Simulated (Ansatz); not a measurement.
Input

```
crystal:
  lattice:
    - [-3.2372529198, 0.0, 0.0]
    - [-1.6186264599, -2.803543267, 0.0]
    - [-0.9711758759, -0.5607086535, 12.6254773976]
  atoms:
    - { symbol: Sn, position: [0.5646899429, 0.5646899429, 0.509883619] }
    - { symbol: Sn, position: [0.966010025, -0.033989975, 0.1699498752] }
    - { symbol: Sn, position: [0.1633698608, 0.1633698608, 0.8498173628] }
    - { symbol: O, position: [0.6169853462, 0.6169853462, 0.2484066022] }
    - { symbol: O, position: [0.814345182, -0.185654818, 0.9282740898] }
    - { symbol: O, position: [0.2156652641, 0.2156652641, 0.588340346] }
    - { symbol: O, position: [0.5123945395, 0.5123945395, 0.7713606359] }
    - { symbol: O, position: [0.9137146216, -0.0862853784, 0.4314268921] }
    - { symbol: O, position: [0.3150347037, 0.3150347037, 0.0914931483] }
basis:
  ecutwfc: 520.0
kpoints:
  mp_grid: { grid: [9, 9, 2] }
hamiltonian:
  xc: pbe
  pseudopotentials: { kind: paw, azcp: { folder: soft_1 } }
  dispersion: d3bj
scf:
  occupations: { method: gaussian, width: 0.05 }
output:
  forces: true
  stress: true
  eigenvalues: true
  write_density: true
  write_potential: true
  elf: true
  volumetric_format: npy
```

Launched as:

```sh
ansatz run input.yaml --threads 2 --pin off --max-ram 4096MiB --backend cpu --events-out ev --progress --plain --runs-dir out
```

Below, planes, directions and counts refer to the conventional cell (a = 5.61 Å, b = 3.24 Å, c = 12.68 Å, α = 90.00°, β = 95.08°, γ = 90.00°).

Space group C2/m; a point of a scan over the structure, not its minimum; a structure from a database of computed crystals, not necessarily the ambient phase; not relaxed (largest force 0.4 eV/Å); PAW files of the earlier set (soft_1).

Computed with Ansatz, DFT PBE+D3(BJ), scalar-relativistic, plane waves, PAW.

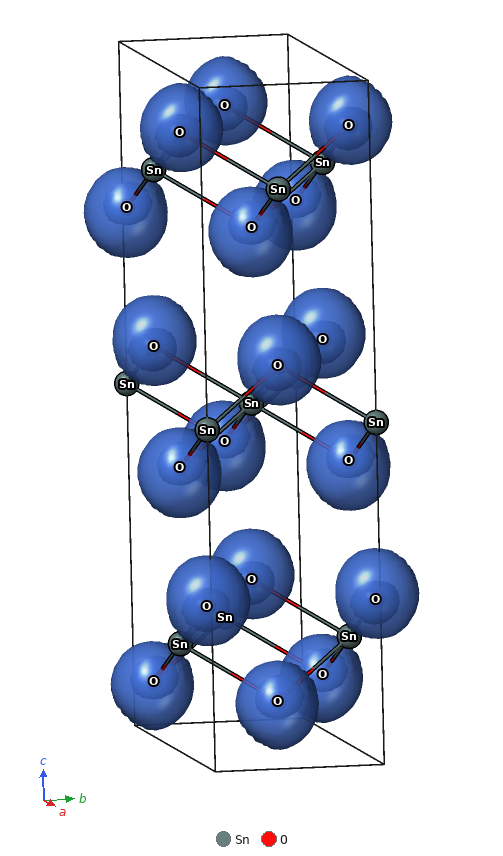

SnO2. Isosurface of the ELF at 0.75 (blue), seen slightly off an axis. Only the valence region is drawn (cores and ρ < 0.01 e/Å³ removed). Sticks mark near contacts.

In a PAW calculation such maps are meaningful between the atoms, not at the nuclei.

Where are the electrons localised?

Answer. The ELF exceeds this value in twelve regions wrapped around O (the valence shell of each), counted in one cell of 18 atoms. Any copies at cell faces, edges or corners count once. Profiles from the grid: Sn–O (2.12 Å): the ELF peaks at about 0.80 in the valence shell of O, 0.6 Å from its nucleus, and is about 0.25 at the midpoint: no shared electron pair shows on this line.
